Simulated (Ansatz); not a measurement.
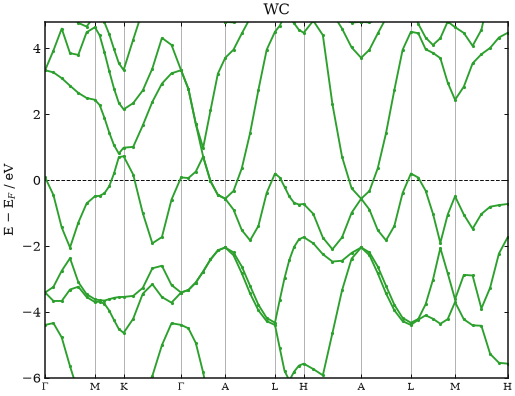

Describe the figure.

Band structure of WC, space group P-6m2, 2 atoms in the cell. Level of theory: DFT with r2SCAN, PAW plane waves, no spin polarisation, 13×13×12 k mesh, 500 eV cutoff, Fermi-Dirac smearing of 0.036 eV; code Ansatz. Energies are counted from the Fermi level. The path runs straight from each named point to the next. The path has few k points, so lines between them are rough.

A metal: bands cross the Fermi level along this path. At M the nearest levels lie 0.49 eV below and 2.44 eV above the Fermi level.

The cell is at −5 GPa in this functional. Spin-orbit coupling is left out, which matters for W.
